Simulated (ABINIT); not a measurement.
**Single-point calculation of TaN**

TaN (P-6m2, 2 atoms in the cell), computed with Kohn-Sham DFT of a periodic cell, PBE, JTH PAW PBE v2.0, no spin polarisation (ABINIT 10.8.3).

The structure derives from an entry of the Crystallography Open Database.

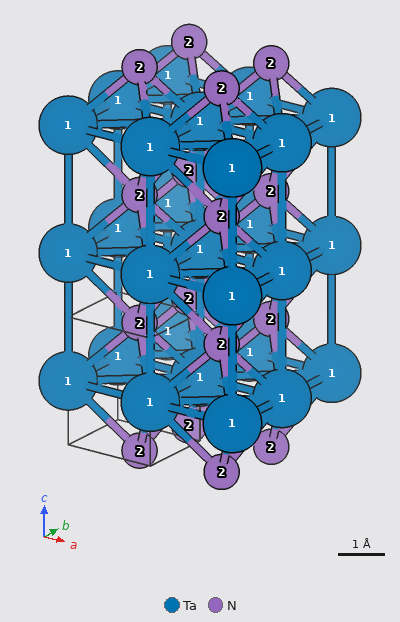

Fig. 1: The input geometry (ball-and-stick view of the cell of the calculation, repeated 2 × 2 × 3, seen slightly off an axis; atoms are numbered from 1 in the order of the input).

Input
```
# Pseudopotentials
pp_dirpath "./"
pseudos "Ta.GGA_PBE-JTH.xml, N.GGA_PBE-JTH.xml"

# Structure
structure "poscar:POSCAR"
natom 2

# Plane-wave basis
ecut 26.0
pawecutdg 48.0

# k points
kptopt 1
ngkpt 10 10 9
nshiftk 1
shiftk 0.0 0.0 0.0

# Exchange and correlation
ixc 11

# Bands and occupations
nband 13
occopt 3
tsmear 0.00183747

# SCF cycle
nstep 100
tolvrs 1.0e-9

# Output
iomode 3
prtwf 0
prtden 0
prteig 0
prtebands 0
```

File POSCAR
```
TaN
1.0
    2.9380000000      0.0000000000      0.0000000000
   -1.4690000000      2.5443826363      0.0000000000
    0.0000000000      0.0000000000      2.8830000000
Ta N
1 1
Direct
    0.0000000000      0.0000000000      0.5000000000  Ta
    0.6666666667      0.3333333333      0.0000000000  N
```

Command:
```bash
abinit run.abi > log 2>&1
```

Output
```
.Version 10.8.3 of ABINIT
 Symmetries : space group P-6 m 2 (#187); Bravais hP (primitive hexag.)
================================================================================
 Values of the parameters that define the memory need of the present run
     intxc =       0    ionmov =       0      iscf =      17    lmnmax =      18
     lnmax =       6     mgfft =      27  mpssoang =       3    mqgrid =    3001
     natom =       2  nloc_mem =       2    nspden =       1   nspinor =       1
    nsppol =       1      nsym =      12    n1xccc =       1    ntypat =       2
    occopt =       3   xclevel =       2
       mpw =         936          nfft =       19683          nkpt =          70
 PAW method is used; the additional fine FFT grid is defined by:
   mgfftf=        36    nfftf =     46656
================================================================================
================================================================================

--------------------------------------------------------------------------------
------------- Echo of variables that govern the present computation ------------
--------------------------------------------------------------------------------
 -outvars: echo values of preprocessed input variables --------
            acell      1.0000000000E+00  1.0000000000E+00  1.0000000000E+00 Bohr
              amu      1.80947900E+02  1.40067400E+01
             ecut      2.60000000E+01 Hartree
                       outvar_i_n : Printing only first  50 k-points.
              ixc          11
                       outvar_i_n : Printing only first  50 k-points.
         kptrlatt       10    0    0      0   10    0      0    0    9
          kptrlen      4.90327238E+01
            natom           2
            nband          13
            ngfft          27      27      27
          ngfftdg          36      36      36
             nkpt          70
            nstep         100
             nsym          12
           ntypat           2
                       prtocc : prtvol=0, do not print more k-points.
           occopt           3
        pawecutdg      4.80000000E+01 Hartree
         pawxcdev           0
           prtden           0
        prtebands           0
           prteig           0
            prtwf           0
            rprim      5.5520153579E+00  0.0000000000E+00  0.0000000000E+00
                      -2.7760076790E+00  4.8081863421E+00  0.0000000000E+00
                       0.0000000000E+00  0.0000000000E+00  5.4480804210E+00
          spgroup         187
           tolvrs      1.00000000E-09
           tsmear      1.83747000E-03 Hartree
            typat      1  2
           useylm           1
                       outvars : Printing only first  50 k-points.
           xangst      0.0000000000E+00  0.0000000000E+00  1.4415000000E+00
                       1.4690000000E+00  8.4812754543E-01  0.0000000000E+00
            xcart      0.0000000000E+00  0.0000000000E+00  2.7240402105E+00
                       2.7760076790E+00  1.6027287807E+00  0.0000000000E+00
             xred      0.0000000000E+00  0.0000000000E+00  5.0000000000E-01
                       6.6666666667E-01  3.3333333333E-01  0.0000000000E+00
            znucl       73.00000    7.00000

================================================================================

 chkinp: Checking input parameters for consistency.

================================================================================
== DATASET  1 ==================================================================

--- !DatasetInfo
iteration_state: {dtset: 1, }
dimensions: {natom: 2, nkpt: 70, mband: 13, nsppol: 1, nspinor: 1, nspden: 1, mpw: 936, }
cutoff_energies: {ecut:  26.0, pawecutdg:  48.0, }
electrons: {nelect:   1.80000000E+01, charge:   0.00000000E+00, occopt:   3.00000000E+00, tsmear:   1.83747000E-03, }
meta: {optdriver: 0, ionmov: 0, optcell: 0, iscf: 17, paral_kgb: 0, }
...

 Exchange-correlation functional for the present dataset will be:
  GGA: Perdew-Burke-Ernzerhof functional - ixc=11
  J.P.Perdew, K.Burke, M.Ernzerhof, PRL 77, 3865 (1996)

 Real(R)+Recip(G) space primitive vectors, cartesian coordinates (Bohr,Bohr^-1):
 R(1)=  5.5520154  0.0000000  0.0000000  G(1)=  0.1801148  0.1039893  0.0000000
 R(2)= -2.7760077  4.8081863  0.0000000  G(2)=  0.0000000  0.2079786  0.0000000
 R(3)=  0.0000000  0.0000000  5.4480804  G(3)=  0.0000000  0.0000000  0.1835509
 Unit cell volume ucvol=  1.4543718E+02 bohr^3
 Angles (23,13,12)=  9.00000000E+01  9.00000000E+01  1.20000000E+02 degrees

 Coarse grid specifications (used for wave-functions):

 getcut: wavevector=  0.0000  0.0000  0.0000  ngfft=  27  27  27
         ecut(hartree)=     26.000   => boxcut(ratio)=   2.04220

 Fine grid specifications (used for densities):

 getcut: wavevector=  0.0000  0.0000  0.0000  ngfft=  36  36  36
         ecut(hartree)=     48.000   => boxcut(ratio)=   2.07906

--- Pseudopotential description ------------------------------------------------
- pspini: atom type   1  psp file is ./Ta.GGA_PBE-JTH.xml
 Pseudopotential format is: paw10
 basis_size (lnmax)=  6 (lmn_size= 18), orbitals=   0   0   1   1   2   2
 Spheres core radius: rc_sph= 2.41973345
 Shapefunction is SIN type: shapef(r)=[sin(pi*r/rshp)/(pi*r/rshp)]**2
 Radius for shape functions =  2.11065461
 Compensation charge density is not taken into account in XC energy/potential

- pspini: atom type   2  psp file is ./N.GGA_PBE-JTH.xml
 Pseudopotential format is: paw10
 basis_size (lnmax)=  4 (lmn_size=  8), orbitals=   0   0   1   1
 Spheres core radius: rc_sph= 1.20497474
 Shapefunction is SIN type: shapef(r)=[sin(pi*r/rshp)/(pi*r/rshp)]**2
 Radius for shape functions =  1.00243812
 Compensation charge density is not taken into account in XC energy/potential

   1.44004365E+03                                ecore*ucvol(ha*bohr**3)
--------------------------------------------------------------------------------

================================================================================

--- !BeginCycle
iteration_state: {dtset: 1, }
solver: {iscf: 17, nstep: 100, nline: 4, wfoptalg: 10, }
tolerances: {tolvrs: 1.00E-09, }
...

     iter   Etot(hartree)      deltaE(h)  residm     nres2
 ETOT  1  -65.717293258689    -6.572E+01 1.411E+01 1.196E+01
 ETOT  2  -69.296998065283    -3.580E+00 1.922E-01 8.975E+01
 ETOT  3  -69.156979724466     1.400E-01 9.469E-02 3.323E+01
 ETOT  4  -69.087073064853     6.991E-02 6.107E-02 1.543E+00
 ETOT  5  -69.109697317776    -2.262E-02 1.116E-02 1.137E+01
 ETOT  6  -69.082168164537     2.753E-02 2.178E-02 3.621E-01
 ETOT  7  -69.085079279480    -2.911E-03 1.143E-02 7.698E-03
 ETOT  8  -69.085268791927    -1.895E-04 2.921E-03 5.108E-02
 ETOT  9  -69.085156152209     1.126E-04 2.812E-03 1.195E-04
 ETOT 10  -69.085166928743    -1.078E-05 1.359E-03 7.014E-05
 ETOT 11  -69.085166980865    -5.212E-08 8.096E-04 3.891E-05
 ETOT 12  -69.085166950033     3.083E-08 9.111E-04 2.404E-05
 ETOT 13  -69.085166936538     1.350E-08 7.856E-04 1.314E-05
 ETOT 14  -69.085166923614     1.292E-08 8.135E-04 6.047E-06
 ETOT 15  -69.085166914347     9.268E-09 6.088E-04 4.633E-07
 ETOT 16  -69.085166914125     2.218E-10 5.885E-04 9.751E-09
 ETOT 17  -69.085166914197    -7.239E-11 3.949E-04 1.372E-08
 ETOT 18  -69.085166914185     1.266E-11 3.634E-04 1.993E-10

 At SCF step   18       nres2   =  1.99E-10 < tolvrs=  1.00E-09 =>converged.

 Cartesian components of stress tensor (hartree/bohr^3)
  sigma(1 1)= -1.41384028E-04  sigma(3 2)=  0.00000000E+00
  sigma(2 2)= -1.41384027E-04  sigma(3 1)=  0.00000000E+00
  sigma(3 3)= -1.76500650E-04  sigma(2 1)=  0.00000000E+00

--- !ResultsGS
iteration_state: {dtset: 1, }
comment   : Summary of ground state results
lattice_vectors:
- [  5.5520154,   0.0000000,   0.0000000, ]
- [ -2.7760077,   4.8081863,   0.0000000, ]
- [  0.0000000,   0.0000000,   5.4480804, ]
lattice_lengths: [   5.55202,    5.55202,    5.44808, ]
lattice_angles: [ 90.000,  90.000, 120.000, ] # degrees, (23, 13, 12)
lattice_volume:   1.4543718E+02
convergence: {deltae:  1.266E-11, res2:  1.993E-10, residm:  3.634E-04, diffor: null, }
etotal    :  -6.90851669E+01
entropy   :   0.00000000E+00
fermie    :   1.86368926E-01
cartesian_stress_tensor: # hartree/bohr^3
- [ -1.41384028E-04,   0.00000000E+00,   0.00000000E+00, ]
- [  0.00000000E+00,  -1.41384027E-04,   0.00000000E+00, ]
- [  0.00000000E+00,   0.00000000E+00,  -1.76500650E-04, ]
pressure_GPa:   4.5041E+00
xred      :
- [  0.0000E+00,   0.0000E+00,   5.0000E-01, Ta]
- [  6.6667E-01,   3.3333E-01,   0.0000E+00,  N]
cartesian_forces: # hartree/bohr
- [ -0.00000000E+00,  -0.00000000E+00,  -0.00000000E+00, ]
- [ -0.00000000E+00,  -0.00000000E+00,  -0.00000000E+00, ]
force_length_stats: {min:   0.00000000E+00, max:   0.00000000E+00, mean:   0.00000000E+00, }
...

 Integrated electronic density in atomic spheres:
 ------------------------------------------------
 Atom  Sphere_radius  Integrated_density
    1        2.41973         10.74279741
    2        1.20497          2.55017047

================================================================================

 ----iterations are completed or convergence reached----

 Mean square residual over all n,k,spin=   48.789E-08; max=  36.342E-05
 reduced coordinates (array xred) for    2 atoms
       0.000000000000      0.000000000000      0.500000000000
       0.666666666667      0.333333333333      0.000000000000
 rms dE/dt=  0.0000E+00; max dE/dt=  0.0000E+00; dE/dt below (all hartree)
    1       0.000000000000      0.000000000000      0.000000000000
    2       0.000000000000      0.000000000000      0.000000000000

 cartesian coordinates (angstrom) at end:
    1      0.00000000000000     0.00000000000000     1.44150000000000
    2      1.46900000000000     0.84812754543333     0.00000000000000

 cartesian forces (hartree/bohr) at end:
    1     -0.00000000000000    -0.00000000000000    -0.00000000000000
    2     -0.00000000000000    -0.00000000000000    -0.00000000000000
 frms,max,avg= 0.0000000E+00 0.0000000E+00   0.000E+00  0.000E+00  0.000E+00 h/b

 cartesian forces (eV/Angstrom) at end:
    1     -0.00000000000000    -0.00000000000000    -0.00000000000000
    2     -0.00000000000000    -0.00000000000000    -0.00000000000000
 frms,max,avg= 0.0000000E+00 0.0000000E+00   0.000E+00  0.000E+00  0.000E+00 e/A
 length scales=  1.000000000000  1.000000000000  1.000000000000 bohr
              =  0.529177210544  0.529177210544  0.529177210544 angstroms
 Fermi (or HOMO) energy (hartree) =   0.18637   Average Vxc (hartree)=  -0.48902
 Eigenvalues (hartree) for nkpt=  70  k points:
 kpt#   1, nband= 13, wtk=  0.00111, kpt=  0.0000  0.0000  0.0000 (reduced coord)
  -2.33470   -1.09678   -1.08704   -1.08704   -0.46912    0.01626    0.01626    0.02932
   0.07615    0.26484    0.31574    0.31574    0.33136
      occupation numbers for kpt#   1
   2.00000    2.00000    2.00000    2.00000    2.00000    2.00000    2.00000    2.00000
   2.00000    0.00000    0.00000    0.00000    0.00000
 prteigrs : prtvol=0 or 1, do not print more k-points.

--- !EnergyTerms
iteration_state     : {dtset: 1, }
comment             : Components of total free energy in Hartree
kinetic             :  1.19515283255499E+01
hartree             :  8.25479851370024E+00
xc                  : -1.09192315426047E+01
Ewald energy        : -6.15192150356831E+01
psp_core            :  9.90148189244560E+00
local_psp           : -1.17194612031723E+01
PAW spherical_terms : -1.50350582334996E+01
internal            : -6.90851572832640E+01
'-kT*entropy'       : -1.14496901679509E-05
total_energy        : -6.90851687329541E+01
total_energy_eV     : -1.87990321026118E+03
...

--- !EnergyTermsDC
iteration_state     : {dtset: 1, }
comment             : '"Double-counting" decomposition of free energy'
band_energy         : -1.20105776294206E+01
Ewald energy        : -6.15192150356831E+01
psp_core            :  9.90148189244560E+00
xc_dc               : -1.18966743172851E+01
PAW spherical_terms :  6.43982962544862E+00
internal            : -6.90851554644945E+01
'-kT*entropy'       : -1.14496901679509E-05
total_energy_dc     : -6.90851669141847E+01
total_energy_dc_eV  : -1.87990316076995E+03
...

--- !EnergyTermsWithPAWCore
iteration_state     : {dtset: 1, }
comment             : 'Components of total free energy, including PAW core contributions'
Total energy        : -1.56597616850391E+04
Total energy DC     : -1.56597616832203E+04
Total energy (eV)   : -4.26123823731613E+05
Total energy DC (eV): -4.26123823682122E+05
...

 Cartesian components of stress tensor (hartree/bohr^3)
  sigma(1 1)= -1.41384028E-04  sigma(3 2)=  0.00000000E+00
  sigma(2 2)= -1.41384027E-04  sigma(3 1)=  0.00000000E+00
  sigma(3 3)= -1.76500650E-04  sigma(2 1)=  0.00000000E+00

-Cartesian components of stress tensor (GPa)         [Pressure=  4.5041E+00 GPa]
- sigma(1 1)= -4.15966172E+00  sigma(3 2)=  0.00000000E+00
- sigma(2 2)= -4.15966169E+00  sigma(3 1)=  0.00000000E+00
- sigma(3 3)= -5.19282840E+00  sigma(2 1)=  0.00000000E+00

== END DATASET(S) ==============================================================
================================================================================

 -outvars: echo values of variables after computation  --------
            acell      1.0000000000E+00  1.0000000000E+00  1.0000000000E+00 Bohr
           etotal     -6.9085166914E+01
            fcart     -0.0000000000E+00 -0.0000000000E+00 -0.0000000000E+00
                      -0.0000000000E+00 -0.0000000000E+00 -0.0000000000E+00
            rprim      5.5520153579E+00  0.0000000000E+00  0.0000000000E+00
                      -2.7760076790E+00  4.8081863421E+00  0.0000000000E+00
                       0.0000000000E+00  0.0000000000E+00  5.4480804210E+00
           strten     -1.4138402802E-04 -1.4138402702E-04 -1.7650064988E-04
                       0.0000000000E+00  0.0000000000E+00  0.0000000000E+00
           xangst      0.0000000000E+00  0.0000000000E+00  1.4415000000E+00
                       1.4690000000E+00  8.4812754543E-01  0.0000000000E+00
             xred      0.0000000000E+00  0.0000000000E+00  5.0000000000E-01
                       6.6666666667E-01  3.3333333333E-01  0.0000000000E+00
 Calculation completed.
```

Key numbers

- outcome: converged
- space group (tolerance 0.01 Å): P-6m2 (187)
- electrons treated: 18
- free energy: −1879.9032 eV
- Fermi energy: 5.071 eV
- gap on the k-point mesh: none (metallic)
- pressure: 4.50 GPa
- largest force (length of the vector): under 0.001 eV/Å
- hardware: 1 thread of Arm Neoverse V1, 24 GiB of memory available, shared host
- wall time: 40 s
- peak memory: 0.12 GiB

Notes

Spin–orbit coupling is left out, which matters for Ta.
